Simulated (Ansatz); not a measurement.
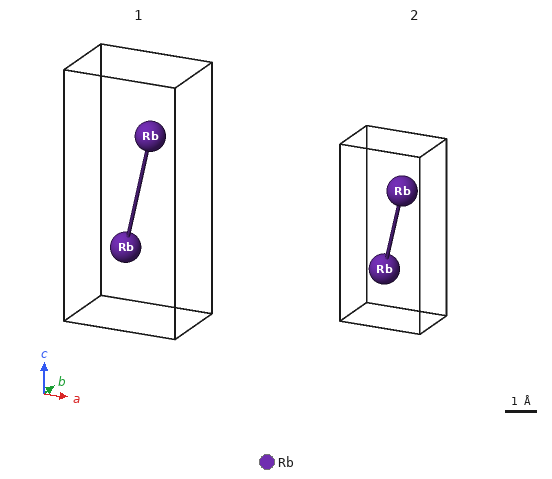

Two geometries of a crystal of Rb (a generated structure, set up in P6_3/mmc), drawn at one scale. One is the start of a relaxation, the other its converged end. A ball-and-stick model of the cell of the calculation, seen slightly off an axis.

The calculation used DFT, PBE, PAW with Ansatz's default frozen-core files, scalar-relativistic in Ansatz. Settings: plane-wave cutoff 420 eV; k-point mesh 11 × 11 × 6; occupations fermi dirac; smearing width 0.03 eV; no spin polarisation; cell and atoms relaxed; force threshold 0.005 eV/Å; at most 80 steps.

Which of the two is the end point?

Answer. Structure 1 is the relaxed one. Case: cell and atoms relaxed from a first guess. After 11 accepted moves (13 points after the start) the energy has fallen by 1313 meV per atom. All forces vanish by symmetry, so only the cell relaxes. The pressure goes from 14.31 to 0.00 GPa. At 2 points the geometry stayed and the basis and grid were re-selected for the new cell (energy shift of 23.2 meV per atom at most each time). The atoms keep their places relative to the cell (all moves are under 0.005 Å). The volume changes by +174.2 %, with a = b 3.623 → 5.034 Å (+38.9 %), c 5.870 → 8.337 Å (+42.0 %). Near-neighbour distances that change, for instance: Rb–Rb 3.604 → 5.082 Å, Rb–Rb 3.623 → 5.034 Å. The space group stays P6_3/mmc (No. 194).
